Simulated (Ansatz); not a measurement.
```
CELL_PARAMETERS angstrom
2.73780 -2.73780 0.00000
2.73780 2.73780 0.00000
0.00000 0.00000 4.66440
ATOMIC_POSITIONS crystal
Zr 0.00000 0.00000 0.00000
Zr 0.50000 0.50000 0.50000
O 0.00000 0.50000 0.25000
O 0.50000 0.00000 0.75000
O 0.50000 0.00000 0.25000
O 0.00000 0.50000 0.75000
```

Space group I4/mmm; changed on purpose from its base cell (strain +0.080 along x and y, -0.080 along z, atoms carried along); computed pressure about −12 GPa in this cell.

These are results of Ansatz 0.2.0, DFT r2SCAN, scalar-relativistic, plane waves, PAW, not measurements.

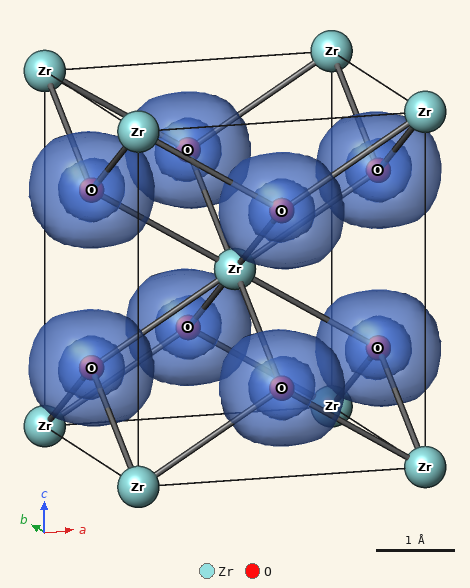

ZrO₂. Isosurface of the electron localisation function at 0.75 (blue), seen slightly off an axis. Only the valence region is drawn (cores and ρ < 0.01 e/Å³ removed). Sticks mark near contacts.

Q: Describe the localisation domains.

A: The surface consists of four regions wrapped around O (the valence shell of each), counted in one cell of 6 atoms. Regions shared between cells count once.

Values along the shortest contacts:
Zr–O (2.26 Å): the ELF peaks at about 0.85 in the valence shell of O, 0.6 Å from its nucleus, and drops to about 0.15 between the two atoms; no shared electron pair shows on this line.

Q: Metal or insulator at this level of theory?

A: It is gapped, with a Kohn–Sham gap of 1.5 eV on the k-point mesh, an upper bound to the gap of this method.
